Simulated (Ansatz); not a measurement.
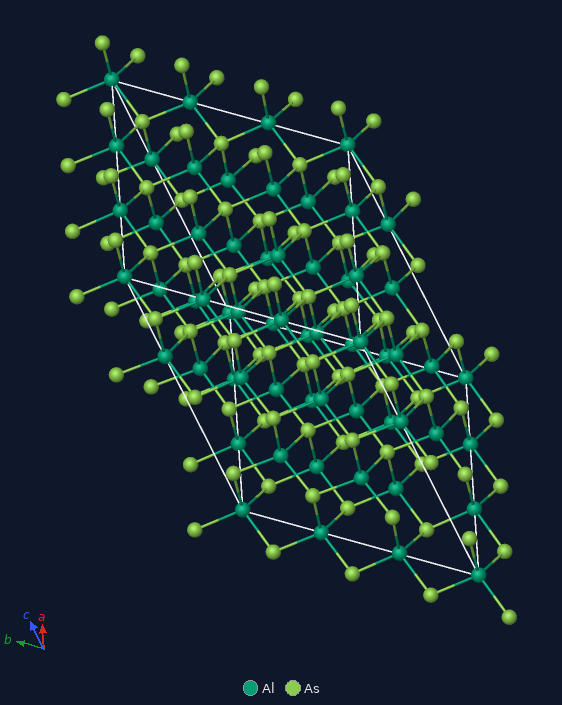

View from a general direction, drawn as a ball-and-stick model. Lines trace the edges of the simulation cell. A few atoms beyond the faces are included.

The material is Al$_{26}$As$_{27}$. It is face-centred cubic, space group F-43m (No. 216). The cell has 53 atoms, namely 26 Al, 27 As. About every Al there are four As in a tetrahedral arrangement. Neighbours within bonding distance: As 3 to 4 (mean 3.9). The bonds build a three-dimensional framework.

The cell started as a structure listed in the Materials Project, repeated into a supercell with a point defect put in. The atoms were relaxed in a fixed cell with Ansatz, DFT PBE, scalar-relativistic, plane waves, PAW.
